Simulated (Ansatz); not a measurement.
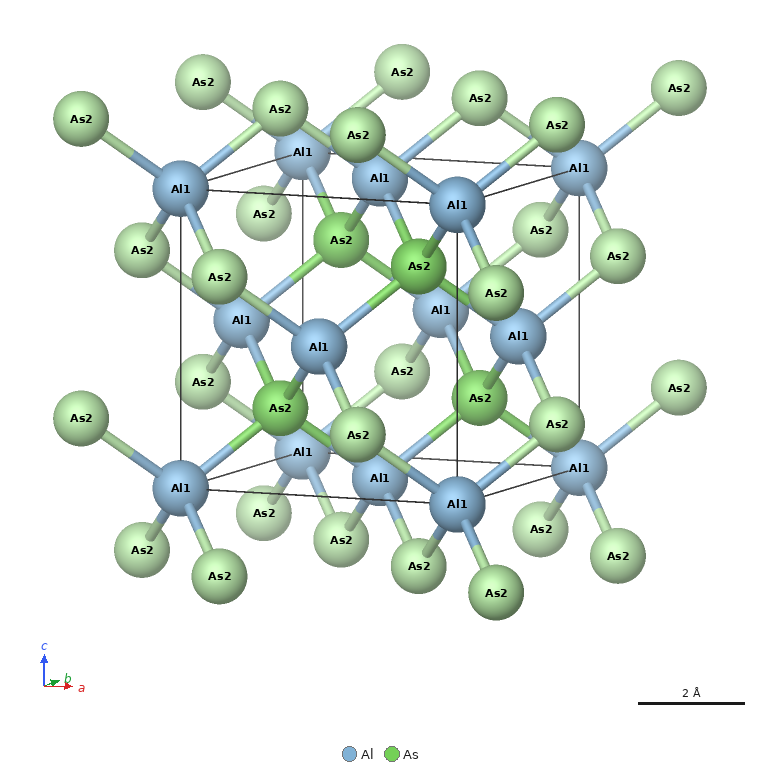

Figure 1. The input geometry (ball-and-stick view of the cell 4 times as large as that of the calculation, set on its symmetry axes, seen slightly off an axis; neighbours outside the cell are drawn fainter; atoms are numbered from 1 in the order of the input).

Single-point calculation, with input and output: AlAs

The run: single-point calculation of AlAs (F-43m, 2 atoms in the cell). Method and program: DFT, PBE, plane waves, PAW, no spin polarisation (Ansatz 0.2.0).

The structure derives from a Materials Project entry. Figures and captions count atoms from 1; the log counts them from 0 in places.

Log
```
Engine: ansatz 0.2.0, aarch64-unknown-linux-gnu
Pseudopotentials: kind: paw
Pseudopotential: Al, paw, valence charge 3, recommended cutoff 420 eV (normal), Al.paw.azcp
Pseudopotential: As, paw, valence charge 15, recommended cutoff 420 eV (normal), As.paw.azcp
Functional definition: PBE
  parameter kappa = 0.804
  parameter beta = 0.06672455060314922
  exchange = pbe_x(kappa = kappa, mu = beta*pi^2/3)
  correlation = pbe_c(beta = beta)
Crystal: 2 atoms, lattice volume = 46.982 Å³
Basis set: ecut = 420 eV, 941 PW (Γ), exchange–correlation on 80×80×80 points (8 copies of the dense FFT grid, shifted against one another)
Bands: 13, of which v1, the nominal top of the filled ones, is band 9 counted from 1 (8 counted from 0)
Symmetry: 1 space group operations
k-points: 260 of 512 (time reversal used)
Non-local potential: Al, projectors of the file, l = 0: 2, l = 1: 2, l = 2: 1
Non-local potential: As, projectors of the file, l = 0: 2, l = 1: 2, l = 2: 3, l = 3: 1
PAW form: soft (Blöchl's): semilocal exchange-correlation on the pseudo side does not see the compensation charge
PAW one-centre angular grid: Al, 110 points (default); XC on 64 Gauss nodes
PAW one-centre angular grid: As, 590 points (default); XC on 64 Gauss nodes
Initial density: superposition of atomic densities (neutral atoms: chi_scale 0, normalization atom), corrected by the library's trained network
Initial wavefunctions: pseudopotential atomic-orbital guess
Functional: x = pbe(κ = 0.804, μ = 0.2195149727645171), c = pbe(β = 0.06672455060314922)
SCF iter   1: F=—  HF=-5394.615303 eV  |F-HF|=—  |Δ(HF+E_count)|=         —  Δρ=1.79e-3  dr2=2.80e-3  ethr=1.77e-3  ⟨swp⟩=6.0  Hψ=21327  notcnv=0
preconditioner: auto → none  [insulator: Δε(μ)=1.477 eV  Ē_g=9.722 eV  σ=0.020 eV  W_gap=1.00  n_scr=14 (ndim 8)  ℏωp=15.3 eV  f_vac=0.009  D(μ)=0.00/eV (n_scr^D=0)  ε∞_Penn≈3.5]
SCF iter   2: F=—  HF=-5394.614393 eV  |F-HF|=—  |Δ(HF+E_count)|=   9.10e-4  Δρ=5.31e-4  dr2=1.33e-4  ethr=1.55e-5  ⟨swp⟩=2.0  Hψ=7157  notcnv=0
SCF iter   3: F=—  HF=-5394.614432 eV  |F-HF|=—  |Δ(HF+E_count)|=   3.94e-5  Δρ=2.12e-4  dr2=1.65e-5  ethr=7.40e-7  ⟨swp⟩=1.7  Hψ=3805  notcnv=0
SCF iter   4: F=—  HF=-5394.614444 eV  |F-HF|=—  |Δ(HF+E_count)|=   1.16e-5  Δρ=2.89e-5  dr2=2.10e-7  ethr=9.17e-8  ⟨swp⟩=2.0  Hψ=4414  notcnv=0
iter 5 did not close the SCF: its close was put off for the readings that it lacked (scf_convergence_deferred on its scf_iter line)
SCF iter   5: F=-5394.614444 eV  HF=-5394.614444 eV  |F-HF|=2.63e-8  |Δ(HF+E_count)|=   2.81e-7  Δρ=3.68e-6  dr2=7.53e-9  ethr=1.16e-9  ⟨swp⟩=2.0  Hψ=5720  notcnv=0
SCF iter   6: F=-5394.614444 eV  HF=-5394.614444 eV  |F-HF|=7.62e-10  |Δ(HF+E_count)|=   1.03e-8  Δρ=1.18e-6  dr2=4.23e-10  ethr=4.18e-11  ⟨swp⟩=1.9  Hψ=10654  notcnv=0
SCF 1 converged in 6 iterations: F = -5394.614444 eV  dr2 = 4.23e-10
  greatest PAW one-centre occupation: 0.999 electrons in one spin orbital (limit 2), on the As atom at site 1 (counted from 0), in its partial waves of l = 2
```

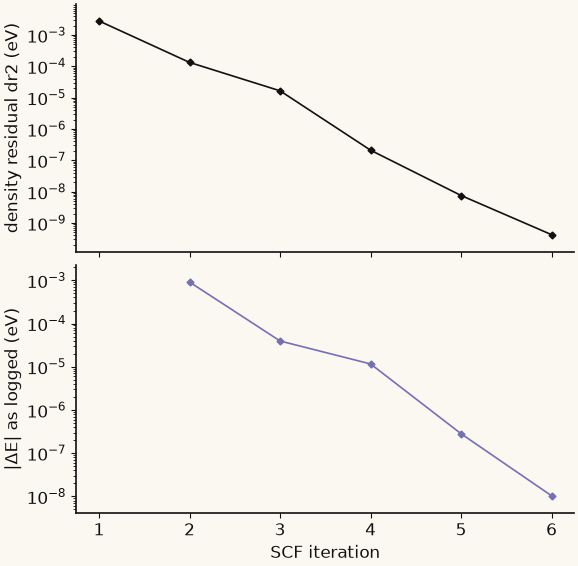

Figure 2. Convergence of the self-consistent field: density residual dr2 and size of the energy change against the SCF iteration. The residual falls at every step.

```
SCF converged after 6 iterations
Free energy (F): -5394.614444 eV
Harris-Foulkes:  -5394.614444 eV  (|F-HF|=7.62e-10)
Internal energy: -5394.614444 eV  (E = F + TS)
E sigma→0 (E₀):  -5394.614444 eV
Fermi energy:    6.738140 eV
--- Per-component energies (eV) ---
  E_band       = -272.519019
  E_kinetic    = 125.791142
  E_local      = -2140.828499  (includes V_loc(G=0)·N_el)
  E_nonlocal   = -660.043155
  E_hartree    = 1141.425967
  E_xc         = -118.642933
  E_vxc        = -107.840490  (∫ρ·V_xc dr)
  E_paw        = -2303.044381  (= ΣΔE_a)
  E_vpaw       = 227.550012  (= ΣTr[D̂ρ^β])
  E_aug_tail   = -0.000002  (compensation charges beyond the density's cutoff)
  E_ewald      = -1439.272583
  E_smearing   = -0.000000  (= −TS)
  E_closure    = -0.000000  (closes the sum)
  Σ components = -5394.614444   (vs F -5394.614444, Δ=0.00e0)
--- Forces (eV/Å), atoms counted from 1 ---
  atom   1  Al    -0.00000001    -0.00000002    -0.00000000
  atom   2  As    -0.00000006     0.00000002     0.00000001
  max |Σ_I F_I| component: 6.44e-8 eV/Å
--- Stress (GPa, compression-positive) ---
        0.018112      -0.000000      -0.000000
       -0.000000       0.018112      -0.000001
       -0.000000      -0.000001       0.018112
  P = ⅓ Tr σ = 0.0181 GPa (0.181 kbar)
--- Band table (eV; the first three rows and the last of 260) ---
  k-point 0: bands = ["-28.3844", "-28.3844", "-28.3844", "-28.3750", "-28.3750", "-5.6833", "5.9864", "5.9864", "5.9864", "7.7634", "10.2282", "10.2282", "10.2282"]
  k-point 1: bands = ["-28.3844", "-28.3843", "-28.3843", "-28.3750", "-28.3750", "-5.5376", "4.5640", "5.8318", "5.8318", "8.5674", "10.5005", "10.5005", "10.5798"]
  k-point 2: bands = ["-28.3843", "-28.3840", "-28.3840", "-28.3750", "-28.3750", "-5.1350", "2.6684", "5.5252", "5.5252", "8.4591", "10.8438", "10.8438", "12.2347"]
  k-point 259: bands = ["-28.3842", "-28.3837", "-28.3837", "-28.3749", "-28.3749", "-4.3475", "0.5804", "5.1896", "5.1896", "8.0040", "10.6507", "10.6507", "13.6735"]
```

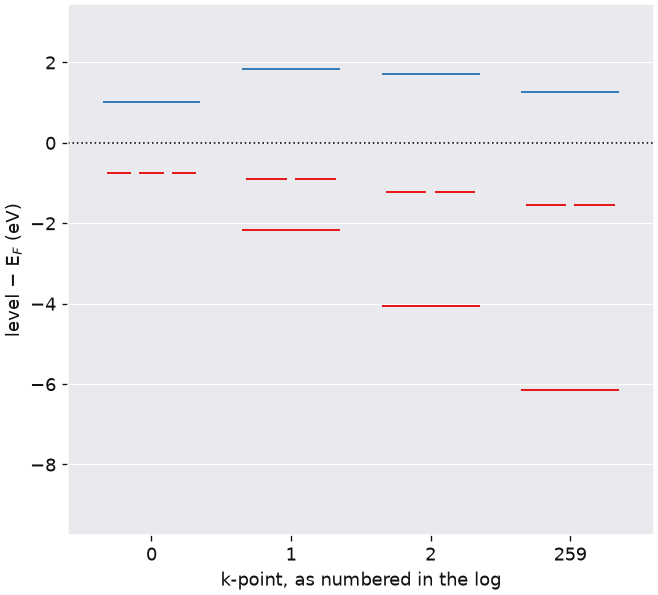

Figure 3. Kohn–Sham levels near the Fermi level (dotted) at the few k-points that the log prints; levels within 0.02 eV of each other stand side by side. Among these points the highest filled and lowest empty levels are 1.78 eV apart; the gap on the full mesh, 1.50 eV, has an edge at a point that isn't printed.

The run was set up as follows.

Input
```yaml
crystal:
  lattice:
    - [0.0, 2.8639561598, 2.8639561598]
    - [2.8639561598, 0.0, 2.8639561598]
    - [2.8639561598, 2.8639561598, 0.0]
  atoms:
    - { symbol: Al, position: [0.0, 0.0, 0.0] }
    - { symbol: As, position: [0.75, 0.75, 0.75] }
  symmetry: { detect: false }
basis:
  ecutwfc: 420
  xc_grid: 2
  ecutrho_ratio: 8
kpoints:
  mp_grid: { grid: [8, 8, 8] }
hamiltonian:
  xc: pbe
scf:
  occupations: { method: gaussian, width: 0.02 }
output:
  forces: true
  eigenvalues: true
  stress: true
```

Launched with:
```bash
ansatz run input.yaml --threads 4 --pin off --max-ram 6144MiB --backend cpu --events-out ev --progress --plain --runs-dir out
```

Summary

```tsv
quantity	value
outcome	converged
space group (tolerance 0.01 Å)	F-43m (216)
electrons treated	18
free energy	−5394.6144 eV
Fermi energy	6.738 eV
gap on the k-point mesh	1.50 eV
pressure	0.02 GPa
largest force (length of the vector)	under 0.001 eV/Å
hardware	4 threads of Arm Neoverse V1, 24 GiB of memory available, shared host
wall time	3.4 s (CPU time 13 s)
peak memory	0.52 GiB
```

Remarks

Settings chosen away from the usual ones: basis.xc_grid set to 2; crystal.symmetry set to {"detect": false}; basis.ecutrho_ratio set to 8.
